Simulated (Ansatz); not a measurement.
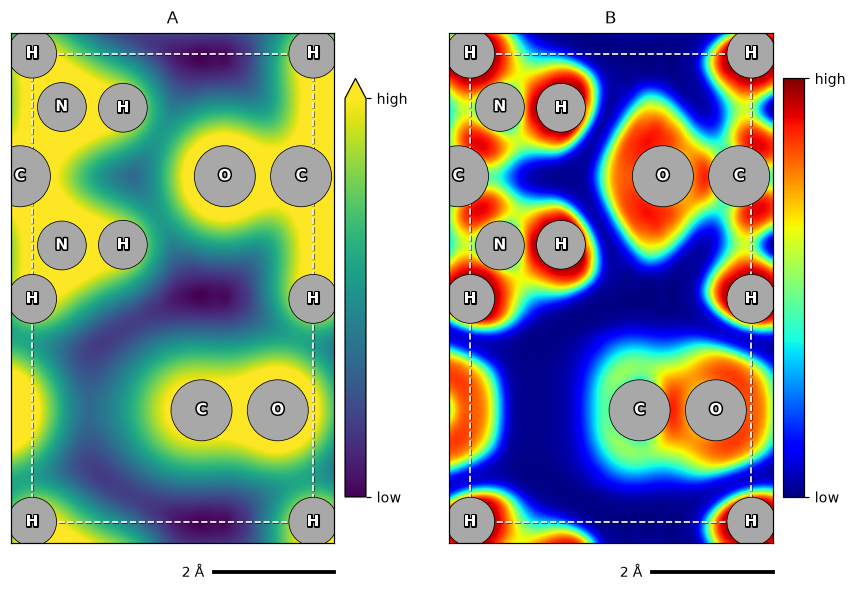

H4CN2O: 2 fields on the (110) plane of the conventional cell, with unlabelled colour scales. Grey discs cover the atomic cores.

Space group P-42₁m.

These are results of Ansatz, DFT r2SCAN+D3(BJ), scalar-relativistic, plane waves, PAW, not measurements.

Question: Match the panels to the quantities (electron localisation function and valence pseudo-density).

Answer: Panel A: valence pseudo-density. Panel B: electron localisation function. From the grid: N–H (1.01 Å): the density is about 3 e/Å³ at the midpoint; the ELF climbs to about 1 towards the hydrogen, as it does in any bond to H: an ordinary covalent bond to hydrogen. C–O (1.26 Å): ρ is about 3 e/Å³ halfway; the ELF peaks at about 0.90 between the atoms (inside overlapping PAW spheres, so only a guide), as expected for a short, strongly polar bond.
